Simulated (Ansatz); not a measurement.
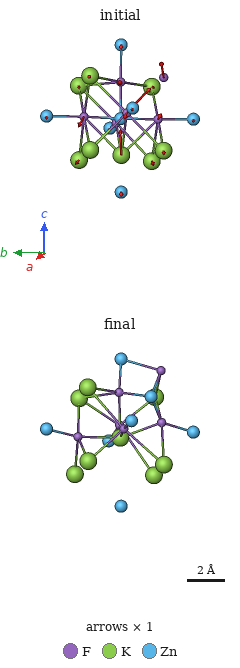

The structure of a defect cell of composition F₂₄K₈Zn₈ before (top) and after (bottom) a relaxation, at one scale. The red arrows give the displacements, at their true length.

A ball-and-stick model of the atoms within 4.2 Å of the atom that moves most (axes of the cell of the calculation (origin shifted)), seen from a free direction.

Computed with DFT, PBEsol, PAW, plane waves (Ansatz).

Input file:
```yaml
crystal:
  lattice:
    - [8.104526, 0.000000, 0.000000]
    - [0.000000, 8.104526, 0.000000]
    - [0.000000, 0.000000, 8.104526]
  atoms:
    - { symbol: F, position: [0.003320, 0.997695, 0.998572] }
    - { symbol: F, position: [0.251836, 0.251796, 0.996435] }
    - { symbol: F, position: [0.251149, 0.750338, 0.003229] }
    - { symbol: F, position: [0.250638, 0.750606, 0.495552] }
    - { symbol: F, position: [0.753657, 0.251748, 0.999116] }
    - { symbol: F, position: [0.750720, 0.250117, 0.499750] }
    - { symbol: F, position: [0.753500, 0.752714, 0.000629] }
    - { symbol: F, position: [0.751795, 0.750914, 0.499660] }
    - { symbol: F, position: [0.000515, 0.249126, 0.248208] }
    - { symbol: F, position: [0.999038, 0.250086, 0.752189] }
    - { symbol: F, position: [0.997704, 0.745369, 0.252375] }
    - { symbol: F, position: [0.997693, 0.744362, 0.752726] }
    - { symbol: F, position: [0.501576, 0.251426, 0.244869] }
    - { symbol: F, position: [0.495818, 0.245182, 0.751300] }
    - { symbol: F, position: [0.498715, 0.752033, 0.248223] }
    - { symbol: F, position: [0.499935, 0.749053, 0.749074] }
    - { symbol: F, position: [0.247793, 0.004651, 0.247106] }
    - { symbol: F, position: [0.248834, 0.998367, 0.748482] }
    - { symbol: F, position: [0.252497, 0.497564, 0.250131] }
    - { symbol: F, position: [0.251971, 0.502117, 0.756090] }
    - { symbol: F, position: [0.747971, 0.000792, 0.252632] }
    - { symbol: F, position: [0.749413, 0.997492, 0.747151] }
    - { symbol: F, position: [0.754989, 0.500825, 0.250337] }
    - { symbol: F, position: [0.749691, 0.499544, 0.749633] }
    - { symbol: K, position: [0.000976, 0.998955, 0.501516] }
    - { symbol: K, position: [0.005419, 0.498721, 0.999761] }
    - { symbol: K, position: [0.001477, 0.498082, 0.495719] }
    - { symbol: K, position: [0.498488, 0.002203, 0.003835] }
    - { symbol: K, position: [0.502553, 0.001305, 0.498804] }
    - { symbol: K, position: [0.502388, 0.498739, 0.000239] }
    - { symbol: K, position: [0.496005, 0.497646, 0.494924] }
    - { symbol: K, position: [0.250224, 0.248108, 0.500240] }
    - { symbol: Zn, position: [0.254412, 0.248593, 0.249427] }
    - { symbol: Zn, position: [0.248974, 0.252433, 0.747505] }
    - { symbol: Zn, position: [0.252058, 0.752982, 0.247416] }
    - { symbol: Zn, position: [0.252069, 0.756598, 0.754533] }
    - { symbol: Zn, position: [0.745895, 0.249218, 0.248229] }
    - { symbol: Zn, position: [0.754957, 0.247425, 0.751828] }
    - { symbol: Zn, position: [0.748321, 0.749606, 0.250123] }
    - { symbol: Zn, position: [0.747883, 0.750809, 0.751300] }
  symmetry: { detect: false }
kpoints:
  mp_grid: { grid: [1, 1, 1], shift: [0.25, 0.25, 0.25] }
hamiltonian:
  xc: pbesol
scf:
  occupations: { method: fermi_dirac, width: 0.01 }
relax:
  f_tol: 0.03
  max_steps: 80
  escape_saddle: false
  adjacent_minimum: "off"
output:
  forces: true
  eigenvalues: true
  populations: true
```

Command:
```bash
ansatz run in.yaml --threads 8 --pin off --max-ram 13300MiB --runs-dir r --events-out ev --progress --plain
```

Q: Describe what moved and what it gained.

A: Zn34 moves most: 2.73 Å roughly along [−1 −1 1]. Largest moves by element: Zn 2.73 Å, F 1.77 Å, K 1.52 Å. The cell doesn't change. Some distances before and after: F20–Zn34 2.025 → 4.742 Å, F14–Zn34 2.002 → 4.509 Å, K32–Zn33 2.033 → 3.850 Å, F2–K32 4.022 → 2.516 Å. New bonds form: F1–K25 (4.08 → 3.04 Å), F1–K28 (4.01 → 2.98 Å), F1–Zn34 (3.52 → 2.03 Å), F2–K32 (4.02 → 2.52 Å). Bonds break: F14–Zn34 (2.00 → 4.51 Å), F20–Zn34 (2.02 → 4.74 Å). Bond angles that change, for instance: Zn33–F2–Zn34 179.4° → 103.4°, K30–F2–Zn34 91.0° → 164.0°, Zn34–F18–Zn36 178.5° → 133.0°. After 23 geometry steps the energy has fallen by 11.671 eV per cell of the calculation. The largest force component goes from 9 to 0.0075 eV/Å. The run took 89 s on 8 threads of AMD EPYC 7R43 64-Core Processor, peak memory 1.1 GiB.

Limits of the set-up: the periodic images lie only 8.1 Å apart, so the values are limited by the cell's size.
